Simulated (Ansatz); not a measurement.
System: TiPt3.

```
Ti Pt
1.0
     3.97494    0.00000    0.00000
     0.00000    3.97494    0.00000
     0.00000    0.00000    3.89700
Ti Pt
1 3
Direct
  0.00000 0.00000 0.00000
  0.00000 0.50000 0.50000
  0.50000 0.00000 0.50000
  0.50000 0.50000 0.00000
```

Space group P4/mmm; changed on purpose from its base cell (equal xx and yy strain of +2 %, PAW files); computed pressure about −9 GPa in this cell; computed without spin polarisation.

The calculation used DFT, PBEsol, PAW with Ansatz's default frozen-core files, scalar-relativistic (Ansatz).

Predict the valence pseudo-density and electron localisation function between the atoms.

Answer. Ti–Pt (2.81 Å): ρ is about 0.29 e/Å³ halfway, with its minimum of 0.26 e/Å³ about 1.2 Å from Ti; the ELF is about 0.30 at the midpoint.

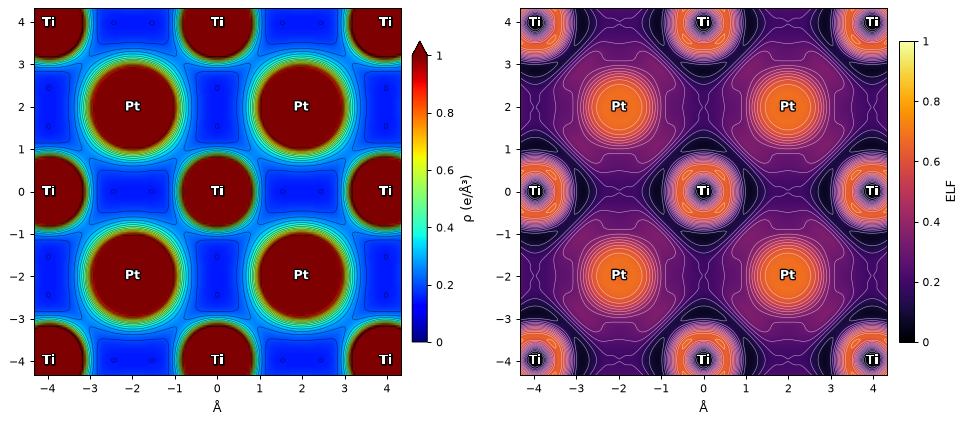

Computed valence pseudo-density and electron localisation function on the (001) plane of the conventional cell, in this order. 
